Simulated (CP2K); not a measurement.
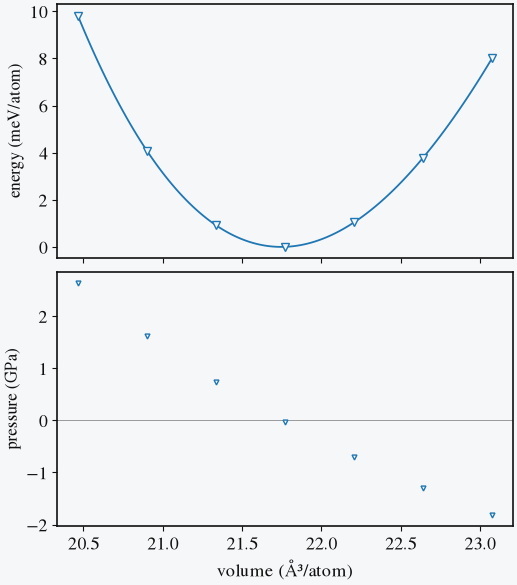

The plot gives the computed energy and pressure against volume for Ga₃Se, space group Pm-3m (No. 221).

Cell as given: a = 4.432 Å, b = 4.432 Å, c = 4.432 Å, α = 90.00°, β = 90.00°, γ = 90.00°; 4 atoms.

Method: DFT in Gaussian orbitals with a plane-wave density, no spin polarisation; energies at scaled volumes of the given cell, shape and fractions fixed, counted from the fit's minimum, third-order Birch-Murnaghan fit (CP2K 2026.2). Level: PBE.

- k mesh: 6×6×6
- occupations: Fermi–Dirac
- smearing width: 0.05 eV
- potentials: GTH PBE with UZH TZVP basis
- density cutoff: 6123 eV
- program settings: ngrids 4, basis sets Se TZVP-MOLOPT-PBE-GTH-q6, basis sets Ga TZVP-MOLOPT-PBE-GTH-q13, cutoff ry 450 Ry, rel cutoff ry 60 Ry

Give the fitted equation-of-state parameters.

A third-order Birch–Murnaghan fit gives V0 = 21.75 Å³/atom, B0 = 36.2 GPa and B′ = 5.9.

How does the pressure vary with volume?

It falls from 2.63 GPa at volume 20.46 Å³/atom to −1.81 GPa at 23.08 Å³/atom, and changes sign near 21.75 Å³/atom.
